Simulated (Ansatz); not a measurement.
## From Sb to Cr

System: Sb (Im-3m, 1 atom in the cell).
Method of run A: DFT PBE, scalar-relativistic, plane waves, PAW, no spin polarisation (Ansatz 0.2.0).
System of run B: Cr (Im-3m, 1 atom in the cell).

On run A: The structure was made by swapping elements on the sites of another compound; it need not be a known phase. On run B: The structure was made by swapping elements on the sites of another compound; it need not be a known phase. It belongs to a series of runs on one base structure; here: Mo -> Cr on all its sites, cell and atoms relaxed. Text and figures count atoms from 1; the logs count them from 0 in places.

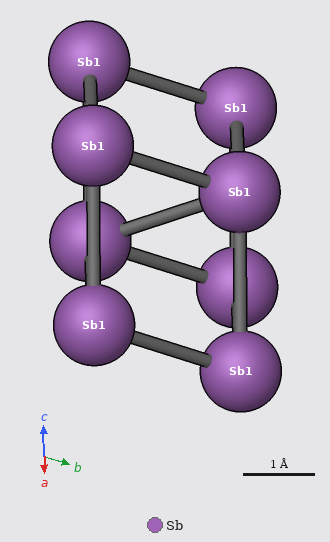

The starting structure (ball-and-stick view of the cell of the calculation, seen at an oblique angle; atoms are numbered from 1 in the order of the input).

## The input, run A
```yaml
crystal:
  lattice:
    - [-1.4734401298, 1.4734401298, 1.4734401298]
    - [1.4734401298, -1.4734401298, 1.4734401298]
    - [1.4734401298, 1.4734401298, -1.4734401298]
  atoms:
    - { symbol: Sb, position: [0.0, 0.0, 0.0] }
basis:
  ecutwfc: 420
kpoints:
  mp_grid: { grid: [10, 10, 10] }
hamiltonian:
  xc: pbe
scf:
  occupations: { method: gaussian, width: 0.1 }
output:
  forces: true
  stress: true
  eigenvalues: true
relax:
  adjacent_minimum: "off"
  f_tol: 0.05
  max_steps: 60
  cell: { stress_tol: 0.5 }
```

Launched with:
```bash
ansatz run input.yaml --threads 1 --pin off --max-ram 2560MiB --backend cpu --events-out ev --progress --plain --runs-dir out
```

Hardware: 1 thread of Intel Xeon (Sapphire Rapids), 64 GiB of memory available, shared host.

## Output, shortened to warnings, some set-up lines, iterations and results (run A)
```
Basis set: ecut = 420 eV, 249 PW (Γ), exchange–correlation on 36×36×36 points (8 copies of the dense FFT grid, shifted against one another)
Symmetry: 48 space group operations
k-points: 47 of 1000
Initial density: superposition of atomic densities (neutral atoms: chi_scale 0, normalization atom), corrected by the library's trained network
[...]
SCF iter   1: F=—  HF=-6478.514242 eV  |F-HF|=—  |Δ(HF+E_count)|=         —  Δρ=1.40e-2  dr2=1.67e-2  ethr=1.77e-3  ⟨swp⟩=5.1  Hψ=3204  notcnv=0
SCF iter   2: F=—  HF=-6478.505155 eV  |F-HF|=—  |Δ(HF+E_count)|=   9.09e-3  Δρ=4.05e-3  dr2=1.21e-3  ethr=1.11e-4  ⟨swp⟩=2.8  Hψ=1365  notcnv=0  defer=12
SCF iter   3: F=—  HF=-6478.504644 eV  |F-HF|=—  |Δ(HF+E_count)|=   5.11e-4  Δρ=8.40e-4  dr2=3.54e-5  ethr=8.08e-6  ⟨swp⟩=2.1  Hψ=860  notcnv=0  defer=12
SCF iter   4: F=—  HF=-6478.504628 eV  |F-HF|=—  |Δ(HF+E_count)|=   1.56e-5  Δρ=5.27e-5  dr2=1.90e-7  ethr=2.36e-7  ⟨swp⟩=2.2  Hψ=690  notcnv=0  defer=12
SCF iter   5: F=-6478.504628 eV  HF=-6478.504628 eV  |F-HF|=1.29e-8  |Δ(HF+E_count)|=   8.79e-8  Δρ=1.40e-5  dr2=1.40e-8  ethr=1.26e-9  ⟨swp⟩=2.0  Hψ=888  notcnv=0  defer=12
[... 70 lines ...]
SCF iter   1: F=—  HF=-6484.246118 eV  |F-HF|=—  |Δ(HF+E_count)|=         —  Δρ=9.60e-5  dr2=2.29e-7  ethr=1.64e-7  ⟨swp⟩=2.9  Hψ=4679  notcnv=0
SCF iter   2: F=—  HF=-6484.246120 eV  |F-HF|=—  |Δ(HF+E_count)|=   1.13e-6  Δρ=5.05e-5  dr2=6.40e-8  ethr=1.52e-9  ⟨swp⟩=2.3  Hψ=907  notcnv=0
SCF iter   3: F=-6484.246120 eV  HF=-6484.246120 eV  |F-HF|=3.37e-9  |Δ(HF+E_count)|=   7.63e-7  Δρ=3.49e-6  dr2=3.87e-10  ethr=6.67e-12  ⟨swp⟩=4.8  Hψ=2871  notcnv=0
SCF 12 converged in 3 iterations: F = -6484.246120 eV  dr2 = 3.87e-10
relax step  12: F+E_penalty+E_count = -6484.24612039 eV  Δ(F+E_penalty+E_count) = -9.558e-4 eV  max|allowed force component| = 0.000e0 eV/Å  Δτ_max = 0.0000 Å  P = +0.195 GPa …
basis re-selected at this cell: Δ(F+E_penalty+E_count) = -9.558e-4 eV, ΔP = -0.022 GPa vs the last step (what re-selecting the basis moved, of the pressure what is left beyond the Pulay correction that the steps carried, after the strain that the cell walked since its last selection, with what the …
SCF converged after 3 iterations
Free energy (F): -6484.246120 eV
Harris-Foulkes:  -6484.246120 eV  (|F-HF|=3.37e-9)
Internal energy: -6484.240233 eV  (E = F + TS)
E sigma→0 (E₀):  -6484.243177 eV
Entropy (-TS):   -0.005887 eV (-5.887 meV/atom)
Fermi energy:    11.310506 eV
--- Per-component energies (eV) ---
  E_band       = -148.195626
  E_kinetic    = 206.373712
  E_local      = -1447.665130  (includes V_loc(G=0)·N_el)
  E_nonlocal   = 361.426692
  E_hartree    = 660.325113
  E_xc         = -138.440398
  E_vxc        = -96.217800  (∫ρ·V_xc dr)
  E_paw        = -4574.416953  (= ΣΔE_a)
  E_vpaw       = -492.763293  (= ΣTr[D̂ρ^β])
  E_aug_tail   = -0.000001  (compensation charges beyond the density's cutoff)
  E_ewald      = -1551.843267
  E_smearing   = -0.005887  (= −TS)
  E_closure    = 0.000000  (closes the sum)
  Σ components = -6484.246120   (vs F -6484.246120, Δ=0.00e0)
--- Forces (eV/Å), atoms counted from 1 ---
  atom   1  Sb    -0.00000000     0.00000000    -0.00000000
  max |Σ_I F_I| component: 2.63e-30 eV/Å
--- Stress (GPa, compression-positive) ---
        0.195136      -0.000000       0.000000
        0.000000       0.195136       0.000000
       -0.000000       0.000000       0.195136
  P = ⅓ Tr σ = 0.1951 GPa (1.951 kbar)
--- Relaxed structure (10 steps of the walk, 10 accepted, 2 SCFs on fresh bases) ---
  F+E_penalty+E_count = -6484.24612039 eV   max|allowed force component| = 0.000e0 eV/Å   (the final SCF, on the basis selected at the relaxed cell)
  cell:  # Å, volume = 27.4138 Å³
    - [-1.8994872633605229, 1.899487263360523, 1.8994872633605229]
    - [1.8994872633605229, -1.899487263360523, 1.8994872633605229]
    - [1.8994872633605229, 1.899487263360523, -1.8994872633605229]
  atoms:
    - { symbol: Sb, position: [0.0, 0.0, 0.0] }
```

Run B used a changed input.

## The two runs side by side

| quantity | run A | run B |
| --- | --- | --- |
| outcome | converged | converged |
| free energy per atom (eV) | −6484.2461 | −3377.7298 |
| energy per atom, smearing taken to zero (eV) | −6484.2432 | −3377.7275 |
| gap on the mesh (eV) | 0.00 | 0.00 |
| pressure (GPa) | 0.20 | 0.25 |
| volume per atom (Å³) | 27.41 | 11.56 |
| largest force (eV/Å) | 0.000 | 0.000 |
| SCF iterations | 56 | 18 |
| irreducible k-points | 47 | 47 |
| wall time (shared host) | 6.4 s | 1.3 s |

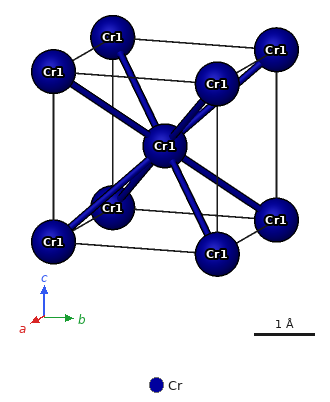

The input structure of run B (ball-and-stick view of the cell 2 times as large as that of the calculation, set on its symmetry axes, seen slightly off an axis; atoms are numbered from 1 in the order of the input).

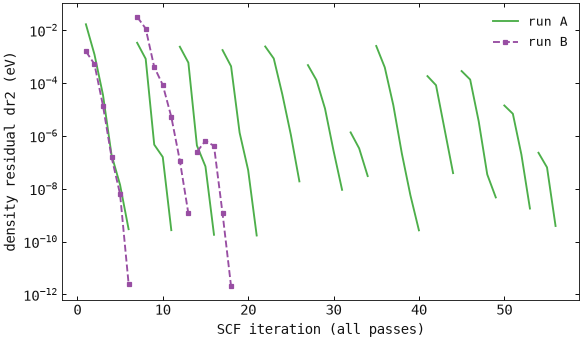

Convergence of the two runs: density residual dr2 against the SCF iteration. A break in a curve parts two SCF passes. Run A takes 56 iterations in all, and run B takes 18.

Which change of the input explains these differences?

The change (lines with − go, lines with + come):
```diff
-    - { symbol: Sb, position: [0.0, 0.0, 0.0] }
+    - { symbol: Cr, position: [0.0, 0.0, 0.0] }
```

The total energies belong to different systems, so their difference says nothing on which is more stable or more accurate. The volume per atom goes from 27.41 to 11.56 Å³. The SCF takes 18 iterations over all geometry steps against 56.

## Output, shortened to warnings, some set-up lines, iterations and results (run B)
```
Basis set: ecut = 420 eV, 249 PW (Γ), exchange–correlation on 36×36×36 points (8 copies of the dense FFT grid, shifted against one another)
Symmetry: 48 space group operations
k-points: 47 of 1000
Initial density: superposition of atomic densities (neutral atoms: chi_scale 0, normalization atom), corrected by the library's trained network
[...]
SCF iter   1: F=—  HF=-3377.642788 eV  |F-HF|=—  |Δ(HF+E_count)|=         —  Δρ=3.99e-3  dr2=1.58e-3  ethr=1.77e-3  ⟨swp⟩=3.9  Hψ=2477  notcnv=0
SCF iter   2: F=—  HF=-3377.642905 eV  |F-HF|=—  |Δ(HF+E_count)|=   1.16e-4  Δρ=2.59e-3  dr2=5.17e-4  ethr=1.13e-5  ⟨swp⟩=2.2  Hψ=1205  notcnv=0
SCF iter   3: F=—  HF=-3377.642782 eV  |F-HF|=—  |Δ(HF+E_count)|=   1.23e-4  Δρ=6.55e-4  dr2=1.38e-5  ethr=3.69e-6  ⟨swp⟩=3.0  Hψ=862  notcnv=0
SCF iter   4: F=—  HF=-3377.642849 eV  |F-HF|=—  |Δ(HF+E_count)|=   6.75e-5  Δρ=7.97e-5  dr2=1.58e-7  ethr=9.86e-8  ⟨swp⟩=2.0  Hψ=653  notcnv=0
SCF iter   5: F=-3377.642851 eV  HF=-3377.642851 eV  |F-HF|=4.19e-9  |Δ(HF+E_count)|=   1.21e-6  Δρ=1.08e-5  dr2=6.22e-9  ethr=1.13e-9  ⟨swp⟩=2.3  Hψ=829  notcnv=0
[... 14 lines ...]
SCF iter   3: F=—  HF=-3377.729842 eV  |F-HF|=—  |Δ(HF+E_count)|=   3.61e-7  Δρ=7.12e-5  dr2=4.15e-7  ethr=1.78e-9  ⟨swp⟩=2.1  Hψ=815  notcnv=0
SCF iter   4: F=—  HF=-3377.729842 eV  |F-HF|=—  |Δ(HF+E_count)|=   1.10e-7  Δρ=6.16e-6  dr2=1.17e-9  ethr=1.78e-9  ⟨swp⟩=2.0  Hψ=780  notcnv=0
SCF iter   5: F=-3377.729842 eV  HF=-3377.729842 eV  |F-HF|=9.09e-13  |Δ(HF+E_count)|=   1.29e-9  Δρ=2.14e-7  dr2=2.01e-12  ethr=7.14e-12  ⟨swp⟩=3.3  Hψ=1394  notcnv=0
SCF 3 converged in 5 iterations: F = -3377.729842 eV  dr2 = 2.01e-12
relax step   3: F+E_penalty+E_count = -3377.72984203 eV  Δ(F+E_penalty+E_count) = +6.016e-4 eV  max|allowed force component| = 0.000e0 eV/Å  Δτ_max = 0.0000 Å  P = +0.249 GPa …
basis re-selected at this cell: Δ(F+E_penalty+E_count) = +6.016e-4 eV, ΔP = +0.036 GPa vs the last step (what re-selecting the basis moved, of the pressure what is left beyond the Pulay correction that the steps carried, after the strain that the cell walked since its last selection, with what the …
SCF converged after 5 iterations
Free energy (F): -3377.729842 eV
Harris-Foulkes:  -3377.729842 eV  (|F-HF|=9.09e-13)
Internal energy: -3377.725214 eV  (E = F + TS)
E sigma→0 (E₀):  -3377.727528 eV
Entropy (-TS):   -0.004628 eV (-4.628 meV/atom)
Fermi energy:    19.455722 eV
--- Per-component energies (eV) ---
  E_band       = -145.069540
  E_kinetic    = 343.273406
  E_local      = -1174.795060  (includes V_loc(G=0)·N_el)
  E_nonlocal   = 78.209037
  E_hartree    = 512.998529
  E_xc         = -140.278022
  E_vxc        = -178.996478  (∫ρ·V_xc dr)
  E_paw        = -1194.542831  (= ΣΔE_a)
  E_vpaw       = -238.757750  (= ΣTr[D̂ρ^β])
  E_aug_tail   = 0.000305  (compensation charges beyond the density's cutoff)
  E_ewald      = -1802.590577
  E_smearing   = -0.004628  (= −TS)
  E_closure    = 0.000000  (closes the sum)
  Σ components = -3377.729842   (vs F -3377.729842, Δ=0.00e0)
--- Forces (eV/Å), atoms counted from 1 ---
  atom   1  Cr    -0.00000000     0.00000000     0.00000000
  max |Σ_I F_I| component: 5.24e-32 eV/Å
--- Stress (GPa, compression-positive) ---
        0.248834      -0.000000      -0.000000
       -0.000000       0.248834       0.000000
        0.000000      -0.000000       0.248834
  P = ⅓ Tr σ = 0.2488 GPa (2.488 kbar)
--- Relaxed structure (2 steps of the walk, 2 accepted, 1 SCFs on fresh bases) ---
  F+E_penalty+E_count = -3377.72984203 eV   max|allowed force component| = 0.000e0 eV/Å   (the final SCF, on the basis selected at the relaxed cell)
  cell:  # Å, volume = 11.5622 Å³
    - [-1.4244942452583584, 1.4244942452583584, 1.4244942452583584]
    - [1.4244942452583584, -1.4244942452583584, 1.4244942452583584]
    - [1.4244942452583584, 1.4244942452583584, -1.4244942452583584]
  atoms:
    - { symbol: Cr, position: [0.0, 0.0, 0.0] }
```

For run B: The run has no spin polarisation, so a magnetic state may lie lower.
